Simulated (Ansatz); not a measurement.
## Electronic structure of TiSi15C16 (cell charge −1, with a compensating background) (cell with a defect) in real space

```
Ti Si C
1.0
     3.09412   -5.35917    0.00000
    -6.18824    0.00000    0.00000
     0.00000    0.00000  -10.12934
Ti Si C
1 15 16
Direct
  0.33249 0.16603 0.06640
  0.83148 0.16400 0.06025
  0.33445 0.66699 0.06026
  0.83148 0.66700 0.06025
  0.16571 0.33273 0.56147
  0.66592 0.33272 0.56147
  0.16570 0.83249 0.56146
  0.66578 0.83265 0.56242
  0.49934 0.49976 0.31365
  0.99911 0.49930 0.31046
  0.49934 0.99910 0.31366
  0.99870 0.99910 0.31365
  0.49990 0.99854 0.81098
  0.99756 0.99853 0.81099
  0.49991 0.50090 0.81098
  0.99912 0.49932 0.81186
  0.33246 0.16599 0.26558
  0.83206 0.16519 0.24947
  0.33323 0.66637 0.24947
  0.83208 0.66637 0.24946
  0.16546 0.33299 0.74904
  0.66646 0.33300 0.74904
  0.16545 0.83197 0.74903
  0.66580 0.83267 0.74670
  0.99697 0.99825 0.50059
  0.50017 0.99824 0.50059
  0.99910 0.49930 0.49803
  0.50019 0.50146 0.50059
  0.50645 0.51399 0.99422
  0.99913 0.49933 0.99911
  0.50644 0.99201 0.99422
  0.98451 0.99202 0.99421
```

Spin-polarised.

The calculation used DFT PBE, scalar-relativistic, plane waves, PAW (Ansatz).

In a PAW calculation such maps are meaningful between the atoms, not at the nuclei.

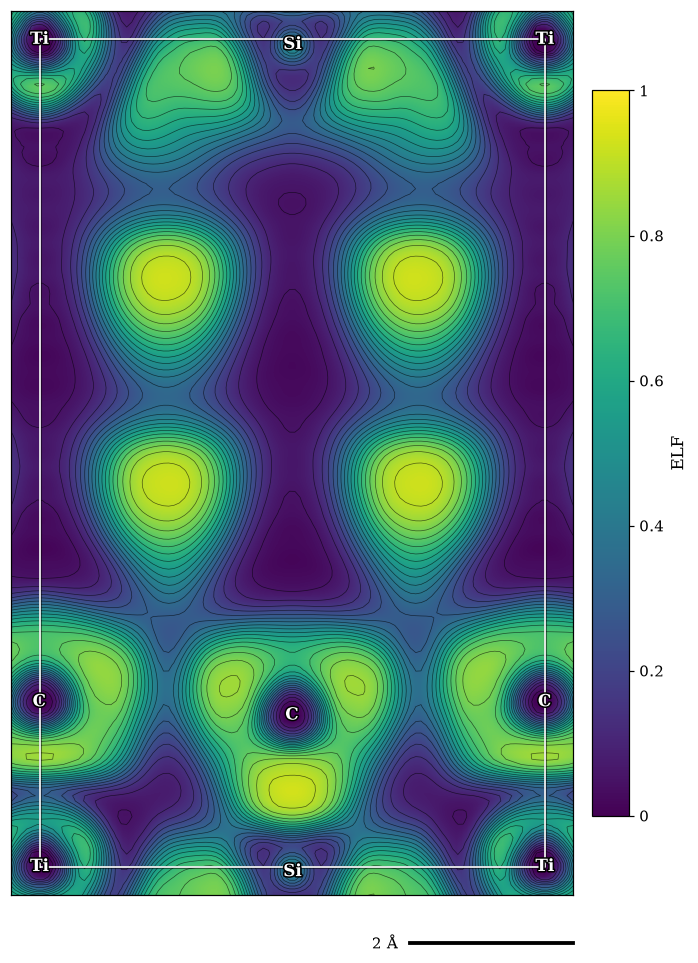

Figure 1. Electron localisation function on the (010) plane of the calculation cell.

### What does the map show?

The section cuts through Ti, Si and C sites. Atoms just off the plane (Si, 0.9 Å away and C, 0.9 Å away) can leave unmarked features too. Ti–C (2.02 Å): the ELF peaks at about 0.85 in the valence shell of C, 0.7 Å from its nucleus, and is about 0.40 at the midpoint. Si–C (1.92 Å): the ELF peaks at about 0.95 between the atoms. The features right at Ti lie inside the PAW spheres, where the map follows smoothed inner orbitals and isn't to be read closely.

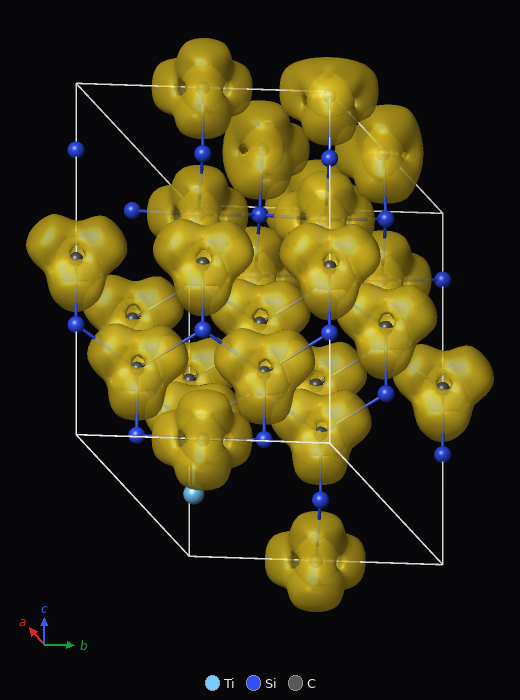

Figure 2. Isosurface of the electron localisation function at 0.7 (yellow), seen at an oblique angle. Only the valence region is drawn (cores and ρ < 0.01 e/Å³ removed). Sticks mark near contacts.

### What do the ELF domains correspond to?

The ELF exceeds this value in 16 regions on C in which the atom's valence shell and bonds are merged, counted in one cell of 32 atoms. Regions shared between cells count once. Along the contacts the grid gives the following. Si–C (1.85 Å): the ELF peaks at about 0.90 between the atoms. Ti–C (2.00 Å): the ELF peaks at about 0.85 in the valence shell of C, 0.7 Å from its nucleus, and is about 0.40 at the midpoint.

### Does the calculation give a band gap?

It is gapless in this calculation (a metal or semimetal).
